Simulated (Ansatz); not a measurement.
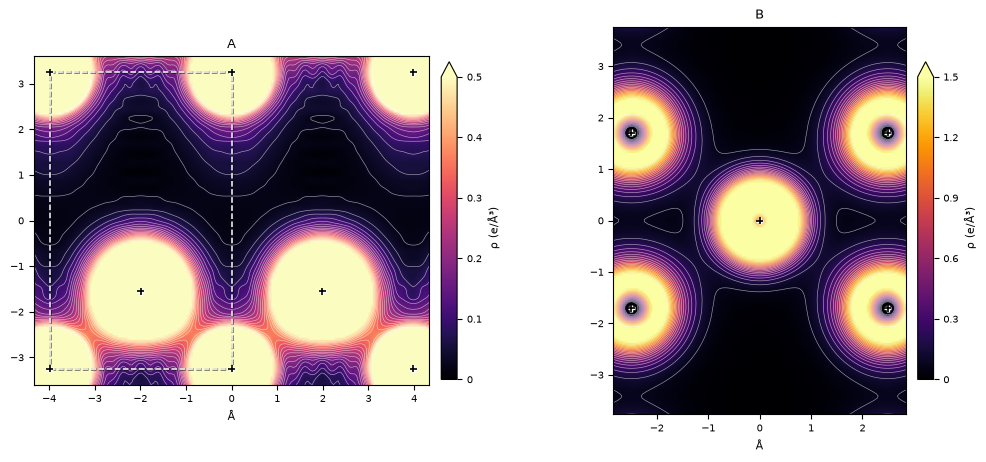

The valence pseudo-density of 2 systems, each on a plane through atoms (crosses mark nuclei in the plane).

All numbers below come from DFT, PBEsol, PAW with Ansatz's default frozen-core files, scalar-relativistic; relaxation of cell and atoms (Ansatz 0.2.0).

System 1: SrCl$_{2}$, the (100) plane of the conventional cell. Space group I4/mmm; changed on purpose from its base cell (in-plane strain +0.02, out-of-plane length and atoms relaxed by PAW).

```
Sr Cl
1.0
     3.52443   -3.52443    0.00000
     3.52443    3.52443    0.00000
     0.00000    0.00000    6.83372
Sr Cl
2 4
Direct
  0.50000 0.50000 0.50000
  0.00000 0.00000 0.00000
  0.50000 0.00000 0.75000
  0.00000 0.50000 0.25000
  0.50000 0.00000 0.25000
  0.00000 0.50000 0.75000
```

System 2: CuI, the (010) plane of the conventional cell. Space group P4/nmm; changed on purpose from its base cell (in-plane strain -0.005, out-of-plane length and atoms relaxed by PAW); computed without spin polarisation.

```
Cu I
1.0
     3.98538    0.00000    0.00000
     0.00000    3.98538    0.00000
     0.00000    0.00000    6.49869
Cu I
2 2
Cartesian
  0.0000 0.0000 0.0000
  1.9927 1.9927 0.0000
  0.0000 1.9927 1.7032
  1.9927 0.0000 4.7955
```

**Which map belongs to which system?**

Panel A is system 2, CuI: the plane holds Cu and I. Cu–I (2.62 Å): ρ at the midpoint is about 0.4 e/Å³, with its minimum of 0.36 e/Å³ about 1.1 Å from Cu. Panel B is system 1, SrCl$_{2}$: the plane holds Sr and Cl. Sr–Cl (3.02 Å): the density is about 0.14 e/Å³ at the midpoint.
